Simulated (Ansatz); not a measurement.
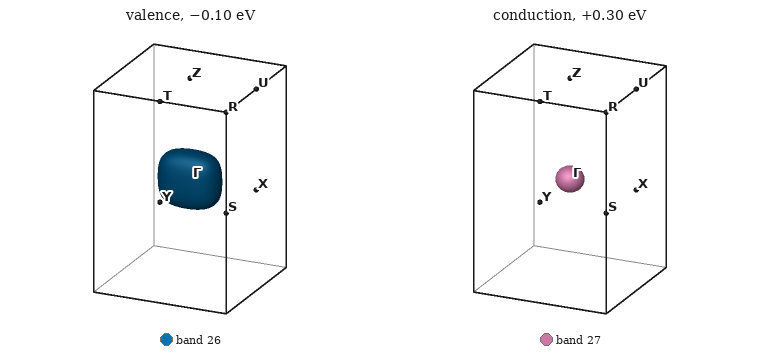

SnO₂ (space group Pnnm, No. 58): constant-energy surfaces at both band edges (energies from each edge).

Level of theory: DFT PBE, scalar-relativistic, plane waves, PAW; levels and slopes on a dense k mesh at the converged density (Ansatz). No spin polarisation. The levels come from a k mesh of 16×16×24 points. The geometry was not relaxed. The cell comes from a database of computed structures, not from a measurement.

Masses come from a second pass at points close to the extrema; at the energies drawn a band may no longer be parabolic.

What kind of gap has this crystal, and what size does the calculation give?

Answer. The gap is indirect, 0.80 eV at this level of theory, which underestimates gaps and can reorder valleys that lie close. It is nearly direct: the smallest vertical gap, at Γ, is only 0.81 eV, so the kind of gap isn't settled at this level.

Give the valleys and their effective masses.

Answer. Valence band (extrema up to 0.10 eV from the edge): two equivalent maxima on the Γ–X line, nearly flat in one direction, with masses 1.15 and 1.83 mₑ across. Band 26 forms the valence edge. The surfaces also take in Γ, where this band lies 0.01 eV below its edge, so they needn't be separate pockets.
Conduction band (extrema up to 0.30 eV from the edge): one minimum at Γ, principal masses 0.17, 0.18 and 0.20 mₑ. Band 27 forms the conduction edge.

Spin-orbit coupling, left out here, can change the gap, its kind, the place of the band edges and the masses, since the compound holds Sn.

The run (self-consistency and the dense mesh) took 35 s on 2 threads of Intel(R) Xeon(R) 6975P-C (Granite Rapids) (shared host), peak memory 1.3 GiB.
